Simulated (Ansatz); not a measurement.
The coordinates of a crystal:

```xyz
4
Lattice="3.6306 0.0000 0.0000 0.0000 3.6306 0.0000 0.0000 0.0000 3.6306" Properties=species:S:1:pos:R:3 pbc="T T T"
Si    0.0000    0.0000    0.0000
Si    0.0000    1.8153    1.8153
Si    1.8153    0.0000    1.8153
Si    1.8153    1.8153    0.0000
```

Q: Describe what this structure looks like.

A: The element is silicon. The symmetry is that of Fm-3m (No. 225), on a face-centred cubic lattice. Type of structure: face-centred cubic (Cu type). The cell holds four atoms.

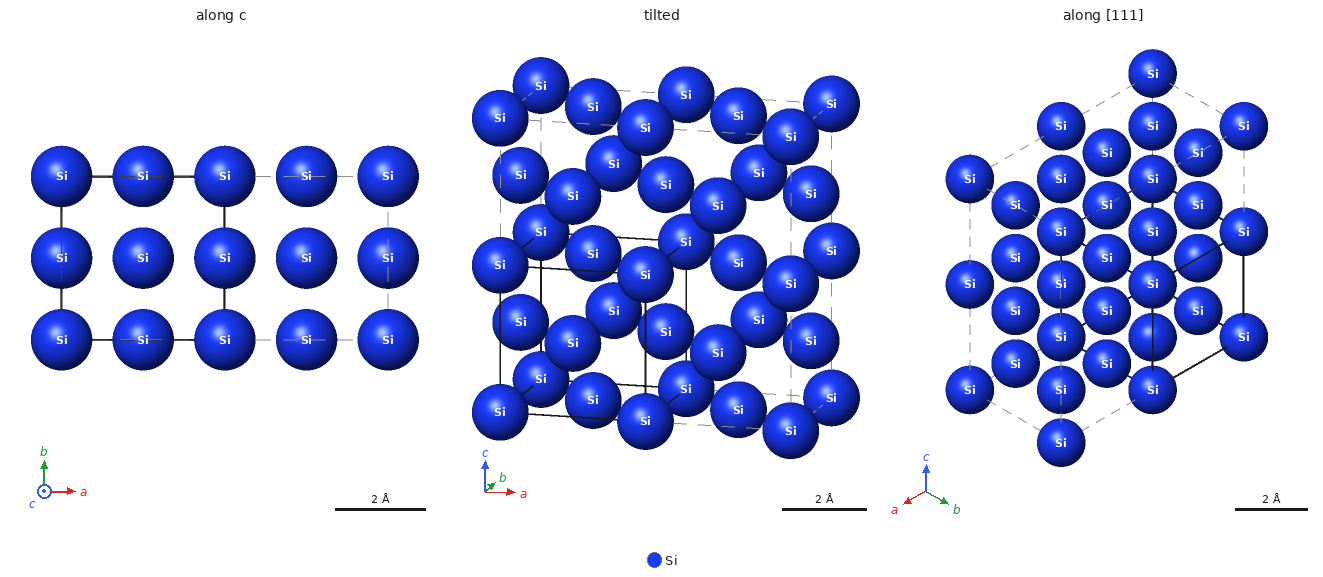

An orthographic spheres-only view of the structure, along the c axis, slightly off an axis and along [111]. A 2×1×2 array of cells is drawn; the conventional unit cell has the solid edges. Colours: silicon blue.

Provenance: a structure listed in the Materials Project. The cell was then strained or its atoms displaced on purpose. Ansatz was used for an electronic-structure calculation on it.

At this level of theory the cell isn't at rest (compressed, at 17 GPa), so its distances can differ from those at equilibrium, the more so the softer the solid.
